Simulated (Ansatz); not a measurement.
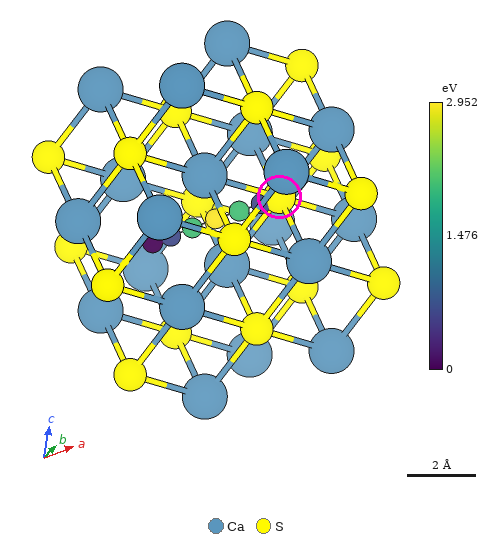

A nudged-elastic-band calculation for a defect cell of composition Ca8S7 with an S vacancy (15 atoms in the cell). Images are numbered from 0 (start) to 6 (end). The start is drawn whole; smaller spheres mark the moving atoms (S) in the later images, joined by lines and coloured by the energy of the image relative to the start. The picture is a ball-and-stick view of the atoms within 5.6 Å of the middle of the path, seen slightly off an axis. The moving atom is ringed, with any periodic copies. Bonds to atoms that aren't drawn are left out.

Theory: Ansatz, DFT, PAW plane waves, PBE.

The input:
```yaml
crystal:
  lattice:
    - [0.0, 5.636992, 5.636992]
    - [5.636992, 0.0, 5.636992]
    - [5.636992, 5.636992, 0.0]
  atoms:
    - { symbol: Ca, position: [-0.00083607, 0.0003195, 0.00211843] }
    - { symbol: S, position: [0.24869402, 0.25123442, 0.24964764] }
    - { symbol: Ca, position: [-0.00319314, 0.0002893, 0.49904849] }
    - { symbol: S, position: [0.24858884, 0.24760857, 0.75235509] }
    - { symbol: Ca, position: [0.00147255, 0.5059116, -0.00049344] }
    - { symbol: S, position: [0.24779798, 0.74715986, 0.24914593] }
    - { symbol: Ca, position: [0.00112607, 0.49680393, 0.50373017] }
    - { symbol: S, position: [0.25332321, 0.74613581, 0.75046135] }
    - { symbol: Ca, position: [0.49785225, -0.00029851, 0.00126843] }
    - { symbol: S, position: [0.7542963, 0.25481039, 0.24924478] }
    - { symbol: Ca, position: [0.49756663, 0.00100695, 0.50543045] }
    - { symbol: Ca, position: [0.49789109, 0.49617594, 0.00476432] }
    - { symbol: S, position: [0.75041634, 0.75024541, 0.25119125] }
    - { symbol: Ca, position: [0.49571222, 0.50587873, 0.49697888] }
    - { symbol: S, position: [0.74875927, 0.74970526, 0.75117562] }
kpoints:
  mp_grid: { grid: [2, 2, 2] }
magnetization:
  spin_polarized: false
scf:
  occupations: { method: fermi_dirac, width: 0.05 }
hamiltonian:
  pseudopotentials: { kind: paw }
  xc: pbe
basis:
  ecutwfc: 420
neb:
  images: 5
  relax_end_points: true
  climbing: true
  f_tol: 0.1
  max_iterations: 40
  order_check: false
  final_atoms:
    - { symbol: Ca, position: [-0.00083607, 0.0003195, 0.00211843] }
    - { symbol: S, position: [0.24869402, 0.25123442, 0.24964764] }
    - { symbol: Ca, position: [-0.00319314, 0.0002893, 0.49904849] }
    - { symbol: S, position: [-0.25295165, 0.2523894, 0.75647096] }
    - { symbol: Ca, position: [0.00147255, 0.5059116, -0.00049344] }
    - { symbol: S, position: [0.24779798, 0.74715986, 0.24914593] }
    - { symbol: Ca, position: [0.00112607, 0.49680393, 0.50373017] }
    - { symbol: S, position: [0.25332321, 0.74613581, 0.75046135] }
    - { symbol: Ca, position: [0.49785225, -0.00029851, 0.00126843] }
    - { symbol: S, position: [0.7542963, 0.25481039, 0.24924478] }
    - { symbol: Ca, position: [0.49756663, 0.00100695, 0.50543045] }
    - { symbol: Ca, position: [0.49789109, 0.49617594, 0.00476432] }
    - { symbol: S, position: [0.75041634, 0.75024541, 0.25119125] }
    - { symbol: Ca, position: [0.49571222, 0.50587873, 0.49697888] }
    - { symbol: S, position: [0.74875927, 0.74970526, 0.75117562] }
```

Run as
```bash
ansatz run input.yaml --threads 4 --pin off --max-ram 8192MiB --backend cpu --events-out ev --progress --plain --runs-dir out
```

Q: Describe the path and its energy.

A: It is a vacancy jump: a nearby atom moves into the empty site and leaves its own site empty. An S atom travels furthest, 3.98 Å from end to end, along −a, on a straight line. At the highest image its nearest neighbour (Ca) is 2.44 Å away, against 2.82 Å at the start, and the surrounding atoms stand up to 0.45 Å off the mean of their end positions. The two ends have the same energy, and the highest point, image 3, lies 2.95 eV above the start. The band converged in 10 iterations. The largest component of the band force went from 8.6 to 0.03 eV/Å. The climbing image converged on the top of the path. Its curvatures weren't checked. The force threshold of 0.1 eV/Å is loose, so the barrier is approximate.

Limits of the set-up: the k-point mesh is coarse for a cell with partly filled bands; the periodic images lie only 8.0 Å apart, so the values are limited by the cell's size.
